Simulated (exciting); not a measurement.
The I L₃ edge of atom 1 in KI, space group Fm-3m, with 6 K at 3.53 Å (octahedral, site symmetry m-3m), was computed at 2 levels: exchange and screened direct term (singlet BSE) and independent particles. Common settings: exciting, all-electron LAPW+lo, PBE, 3×3×3 shifted k points, 36 conduction bands, |G+q| up to 3 bohr⁻¹ (2 in the exchange term), full RPA screening with nempty = 64, Lorentzian half width 1.54 eV.

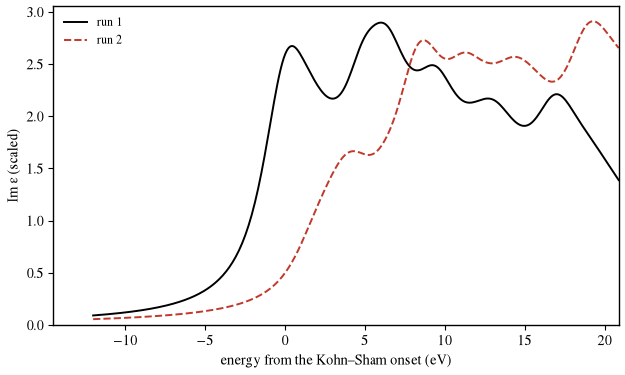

Energy from the Kohn–Sham onset, core level to the lowest empty state found on the meshes used; all runs on one relative scale.

Which run is which, and why?

Run 1: exchange and screened direct term (singlet BSE); highest local maximum in the window at 6.1 eV. Run 2: independent particles; highest local maximum in the window at 19.3 eV. The attractive direct term pulls weight down: the curves pass 0.43 at -4.1 and -0.3 eV in the order of the runs. Fine structure above the first lines is partly noise of the 27-point mesh.

[Hosts, paths, dates, database ids (printed as entryN), source tags and the programs' standing remarks are cut or masked in the printed files.]
